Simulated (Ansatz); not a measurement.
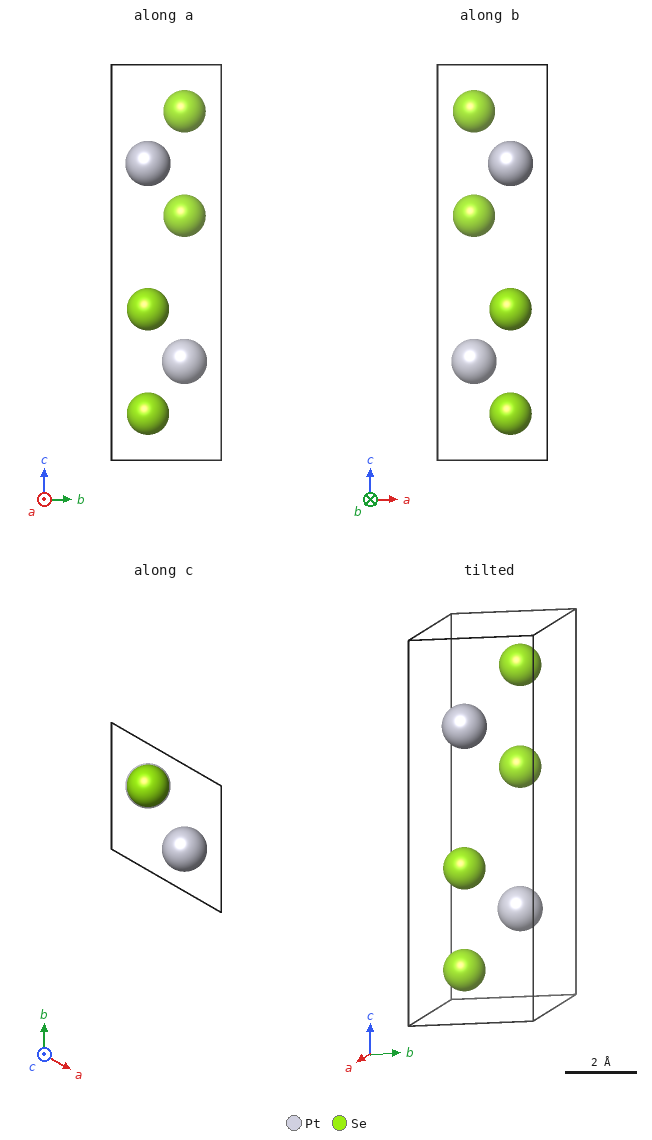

A spheres-only rendering, viewed along the a axis, along the b axis, along the c axis and slightly off an axis. The box is the conventional unit cell; atoms on or close to its faces, edges and corners are drawn wherever they repeat.

Lattice parameters: a = 3.5972 Å, b = 3.5972 Å, c = 11.2513 Å, α = 90.000°, β = 90.000°, γ = 120.000°.

Question: Convert the drawing into a CIF in P1 with every atom of the cell, with free fractional coordinates to two decimals.

Answer:
```cif
data_structure
_symmetry_space_group_name_H-M 'P 1'
_symmetry_Int_Tables_number 1
_cell_length_a 3.5972
_cell_length_b 3.5972
_cell_length_c 11.2513
_cell_angle_alpha 90.000
_cell_angle_beta 90.000
_cell_angle_gamma 120.000
_cell_volume 126.08
loop_
_atom_site_label
_atom_site_type_symbol
_atom_site_fract_x
_atom_site_fract_y
_atom_site_fract_z
_atom_site_occupancy
Pt1 Pt 0.3333 0.6667 0.25 1
Pt2 Pt 0.6667 0.3333 0.75 1
Se1 Se 0.6667 0.3333 0.38 1
Se2 Se 0.6667 0.3333 0.12 1
Se3 Se 0.3333 0.6667 0.88 1
Se4 Se 0.3333 0.6667 0.62 1
```

The structure comes from a structure type filled with these elements by a generator (whether the compound takes this form wasn't checked). Earlier steps of the study, as a rule a relaxation of our own, may have changed the cell and positions, so they can lie some per cent off the listed ones. It went into a calculation with Ansatz.
